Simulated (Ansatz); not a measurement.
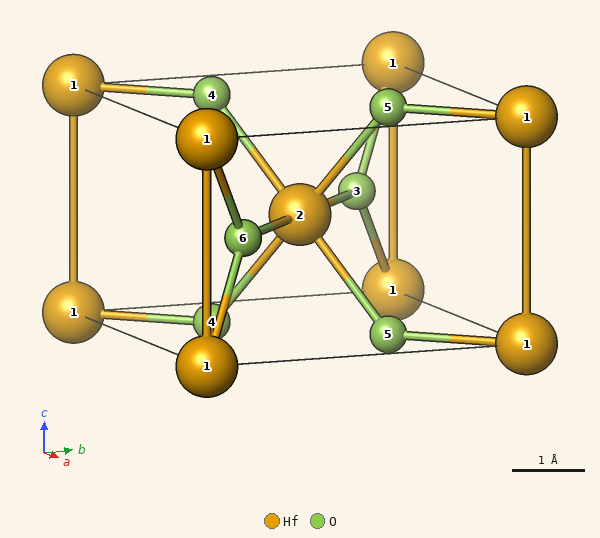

*The input geometry (ball-and-stick view of the cell of the calculation, seen slightly off an axis; atoms are numbered from 1 in the order of the input).*

## Single-point calculation of HfO$_{2}$

System: HfO$_{2}$ (P4₂/mnm, 6 atoms in the cell).
Method: DFT, PBEsol, plane waves, PAW, no spin polarisation (Ansatz 0.2.0).

The structure derives from a Materials Project entry. The geometry comes from this level: r2SCAN. It belongs to a series of runs on one base structure; here: basis.ecutrho_ratio = 12. Figures and captions count atoms from 1; the log counts them from 0 in places.

What the program printed:
```
scf.n_extra_bands = 5 over 38 filled bands (N_el = 76.0): the run solves 43 bands
Engine: ansatz 0.2.0, aarch64-unknown-linux-gnu
Pseudopotentials: kind: paw
Pseudopotential: Hf, paw, valence charge 26, recommended cutoff 420 eV (normal), Hf.paw.azcp
Pseudopotential: O, paw, valence charge 6, recommended cutoff 420 eV (normal), O.paw.azcp
Functional definition: PBEsol
  exchange = pbesol_x
  correlation = pbesol_c
Crystal: 6 atoms, lattice volume = 75.377 Å³
Basis set: ecut = 420 eV, 1487 PW (Γ), exchange–correlation on 120×120×80 points (8 copies of the dense FFT grid, shifted against one another)
Bands: 43, of which v1, the nominal top of the filled ones, is band 38 counted from 1 (37 counted from 0)
Symmetry: 16 space group operations
Space group: P42/mnm (ITA 136), of the structure as read, at distance tolerance 4.2e-5 Å
k-points: 24 of 96
Non-local potential: Hf, projectors of the file, l = 0: 3, l = 1: 2, l = 2: 2, l = 3: 3
Non-local potential: O, projectors of the file, l = 0: 2, l = 1: 2, l = 2: 1
PAW form: soft (Blöchl's): semilocal exchange-correlation on the pseudo side does not see the compensation charge
PAW frozen core: Hf, regenerated for the run's functional, and the local potential with it (the file was generated under x = pbe(κ = 0.804, μ = 0.2195149727645171), c = pbe(β = 0.06672455060314922))
PAW frozen core: O, regenerated for the run's functional, and the local potential with it (the file was generated under x = pbe(κ = 0.804, μ = 0.2195149727645171), c = pbe(β = 0.06672455060314922))
PAW one-centre angular grid: Hf, 590 points (default); XC on 64 Gauss nodes
PAW one-centre angular grid: O, 110 points (default); XC on 64 Gauss nodes
Initial density: superposition of atomic densities (neutral atoms: chi_scale 0, normalization atom), corrected by the library's trained network
Initial wavefunctions: pseudopotential atomic-orbital guess
Functional: x = pbesol(κ = 0.804, μ = 0.12345679012345678), c = pbesol(β = 0.046)
SCF iter   1: F=—  HF=-33450.266264 eV  |F-HF|=—  |Δ(HF+E_count)|=         —  Δρ=1.60e-2  dr2=1.55e-1  ethr=1.77e-3  ⟨swp⟩=3.6  Hψ=3006  notcnv=0  defer=41
preconditioner: auto → Resta (q_TF=auto, 2.732 Å⁻¹)  ε∞=5.6  [insulator: Δε(μ)=3.680 eV  Ē_g=16.844 eV  n_scr=30 (ndim 8)  ℏωp=36.3 eV  f_vac=0.090  ε∞_Penn≈5.6]
SCF iter   2: F=—  HF=-33450.227469 eV  |F-HF|=—  |Δ(HF+E_count)|=   3.88e-2  Δρ=2.65e-3  dr2=2.92e-3  ethr=2.04e-4  ⟨swp⟩=2.3  Hψ=1968  notcnv=0  defer=70
SCF iter   3: F=—  HF=-33450.227178 eV  |F-HF|=—  |Δ(HF+E_count)|=   2.91e-4  Δρ=1.34e-3  dr2=1.01e-3  ethr=3.84e-6  ⟨swp⟩=2.0  Hψ=1754  notcnv=0  defer=72
SCF iter   4: F=—  HF=-33450.227302 eV  |F-HF|=—  |Δ(HF+E_count)|=   1.24e-4  Δρ=5.51e-4  dr2=2.11e-4  ethr=1.33e-6  ⟨swp⟩=2.7  Hψ=2052  notcnv=0  defer=60
SCF iter   5: F=—  HF=-33450.227168 eV  |F-HF|=—  |Δ(HF+E_count)|=   1.34e-4  Δρ=1.44e-4  dr2=1.35e-5  ethr=2.77e-7  ⟨swp⟩=2.0  Hψ=1871  notcnv=0  defer=31
SCF iter   6: F=—  HF=-33450.227178 eV  |F-HF|=—  |Δ(HF+E_count)|=   1.04e-5  Δρ=2.57e-5  dr2=4.69e-7  ethr=1.78e-8  ⟨swp⟩=2.0  Hψ=1916  notcnv=0  defer=24
SCF iter   7: F=-33450.227179 eV  HF=-33450.227179 eV  |F-HF|=9.14e-9  |Δ(HF+E_count)|=   1.43e-7  Δρ=6.53e-6  dr2=3.49e-8  ethr=1.32e-10  ⟨swp⟩=10.3  Hψ=5023  notcnv=0
SCF 1 converged in 7 iterations: F = -33450.227179 eV  dr2 = 3.49e-8
  greatest PAW one-centre occupation: 0.999 electrons in one spin orbital (limit 2), on the Hf atom at site 1 (counted from 0), in its partial waves of l = 3
```

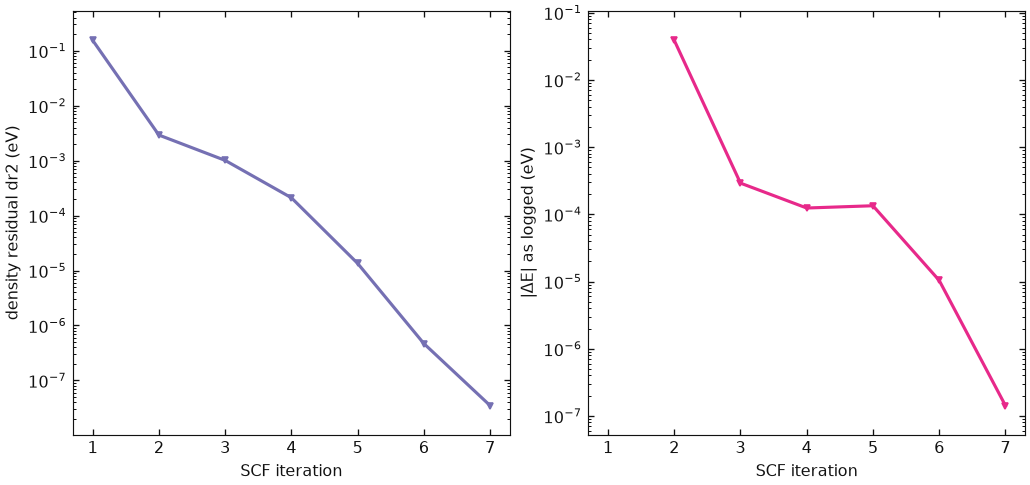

*Convergence of the self-consistent field: density residual dr2 and size of the energy change against the SCF iteration.*

The residual falls at every step.

```
SCF converged after 7 iterations
Free energy (F): -33450.227179 eV
Harris-Foulkes:  -33450.227179 eV  (|F-HF|=9.14e-9)
Internal energy: -33450.227179 eV  (E = F + TS)
E sigma→0 (E₀):  -33450.227179 eV
Fermi energy:    12.268714 eV
--- Per-component energies (eV) ---
  E_band       = -133.924140
  E_kinetic    = 1539.452978
  E_local      = -13029.726013  (includes V_loc(G=0)·N_el)
  E_nonlocal   = -2280.844705
  E_hartree    = 5921.042231
  E_xc         = -885.281822
  E_vxc        = -903.906256  (∫ρ·V_xc dr)
  E_paw        = -14223.798882  (= ΣΔE_a)
  E_vpaw       = 2699.008371  (= ΣTr[D̂ρ^β])
  E_aug_tail   = 0.000006  (compensation charges beyond the density's cutoff)
  E_ewald      = -10493.714306
  E_core_change = 2.643335  (= ΣΔE_core)
  E_smearing   = -0.000000  (= −TS)
  E_closure    = 0.000000  (closes the sum)
  Σ components = -33450.227179   (vs F -33450.227179, Δ=0.00e0)
--- Forces (eV/Å), atoms counted from 1 ---
  atom   1  Hf     0.00000000    -0.00000000    -0.00000000
  atom   2  Hf     0.00000000    -0.00000000    -0.00000000
  atom   3  O     -0.02002921     0.02002921    -0.00000000
  atom   4  O      0.02002921     0.02002921    -0.00000000
  atom   5  O     -0.02002921    -0.02002921     0.00000000
  atom   6  O      0.02002921    -0.02002921     0.00000000
  max |Σ_I F_I| component: 3.47e-18 eV/Å
--- Stress (GPa, compression-positive) ---
       -1.264976       0.000000       0.000000
        0.000000      -1.264976       0.000000
        0.000000       0.000000      -2.097838
  P = ⅓ Tr σ = -1.5426 GPa (-15.426 kbar)
--- Band table (eV; the first three rows and the last of 24) ---
  k-point 0: bands = ["-48.0619", "-48.0524", "-17.0442", "-17.0442", "-16.7584", "-16.7584", "-16.6441", "-16.5842", "-5.2923", "-4.4960", "-3.4023", "-3.4023", "2.0514", "2.0514", "2.0591", "2.0911", "2.0911", "2.0931", "2.0976", "2.0976", "2.1206", "2.1274", "2.1445", "2.1482", "2.2356", "2.2356", "6.7294", "7.2516", "7.9252", "8.7392", "8.7392", "10.4552", "10.4552", "10.6907", "11.6198", "11.8724", "11.8724", "12.2687", "16.1389", "16.3133", "17.4295", "17.7844", "17.7844"]
  k-point 1: bands = ["-48.0562", "-48.0480", "-17.0001", "-17.0001", "-16.8005", "-16.7554", "-16.7554", "-16.7522", "-4.9784", "-4.2750", "-3.5794", "-3.5794", "2.0594", "2.0594", "2.0690", "2.0926", "2.0950", "2.0950", "2.0988", "2.0988", "2.1160", "2.1208", "2.1320", "2.1425", "2.2115", "2.2115", "7.1774", "7.5843", "8.2122", "8.7203", "8.7203", "9.9498", "10.7224", "10.7544", "10.7544", "11.5318", "11.5318", "12.0785", "16.6625", "17.0888", "17.2505", "17.7339", "17.7339"]
  k-point 2: bands = ["-48.0443", "-48.0396", "-17.0950", "-17.0706", "-16.8993", "-16.8993", "-16.7604", "-16.7604", "-4.3146", "-3.9248", "-3.9248", "-3.8906", "2.0793", "2.0793", "2.0848", "2.0967", "2.0967", "2.0991", "2.1065", "2.1065", "2.1066", "2.1075", "2.1082", "2.1542", "2.1663", "2.1663", "8.1951", "8.2081", "8.7757", "8.8864", "8.8864", "9.0232", "9.4513", "10.7180", "10.7180", "11.1977", "11.1977", "11.3615", "17.2134", "17.5222", "18.0105", "18.0105", "18.1667"]
  k-point 23: bands = ["-48.0368", "-48.0368", "-17.2267", "-17.2267", "-16.8229", "-16.8229", "-16.7955", "-16.7955", "-4.1511", "-4.1511", "-3.7643", "-3.7643", "2.0859", "2.0859", "2.0967", "2.0967", "2.0985", "2.0985", "2.1043", "2.1043", "2.1044", "2.1044", "2.1416", "2.1416", "2.1525", "2.1525", "8.1593", "8.1593", "8.2529", "8.2529", "9.1960", "9.1960", "10.2702", "10.2702", "11.2070", "11.2070", "11.7963", "11.7963", "17.3274", "17.3274", "18.0384", "18.0384", "18.6283"]
```

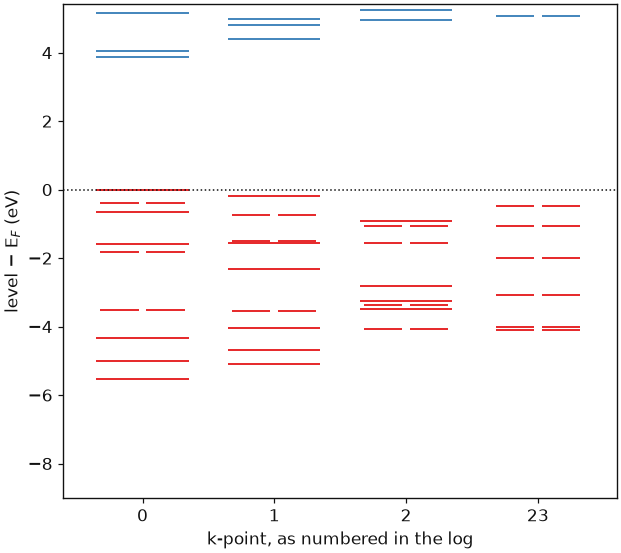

*Kohn–Sham levels near the Fermi level (dotted) at the few k-points that the log prints; levels within 0.02 eV of each other stand side by side.*

Among these points the highest filled and lowest empty levels are 3.87 eV apart, which is the gap on the mesh.

This output came from the following input.

The input:
```yaml
crystal:
  lattice:
    - [4.8382983968, 0.0, 0.0]
    - [0.0, 4.8382983968, 0.0]
    - [0.0, 0.0, 3.2199930757]
  atoms:
    - { symbol: Hf, position: [0.0, 0.0, 0.0] }
    - { symbol: Hf, position: [0.5, 0.5, 0.5] }
    - { symbol: O, position: [0.1949543471, 0.8050456529, 0.5] }
    - { symbol: O, position: [0.3050456529, 0.3050456529, 0.0] }
    - { symbol: O, position: [0.6949543471, 0.6949543471, 0.0] }
    - { symbol: O, position: [0.8050456529, 0.1949543471, 0.5] }
kpoints:
  mp_grid: { grid: [4, 4, 6] }
hamiltonian:
  xc: pbesol
scf:
  occupations: { method: fixed }
  n_extra_bands: 5
  max_iter: 60
output:
  forces: true
  stress: true
  eigenvalues: true
basis:
  ecutrho_ratio: 12
```

Run as:
```bash
ansatz run input.yaml --threads 4 --pin off --max-ram 4608MiB --backend cpu --events-out ev --progress --plain --runs-dir out
```

Key numbers:

| quantity | value |
| --- | --- |
| outcome | converged |
| space group (tolerance 0.01 Å) | P4₂/mnm (136) |
| electrons treated | 76 |
| free energy | −33450.2272 eV |
| Fermi energy | 12.269 eV |
| gap on the k-point mesh | 3.87 eV |
| pressure | −1.54 GPa |
| largest force (length of the vector) | 0.028 eV/Å |
| hardware | 4 threads of Arm Neoverse N1, 60 GiB of memory available, shared host |
| wall time | 3.1 s (CPU time 11 s) |
| peak memory | 0.51 GiB |

Notes:

Settings chosen away from the usual ones: basis.ecutrho_ratio = 12. Spin–orbit coupling is left out, which matters for Hf.
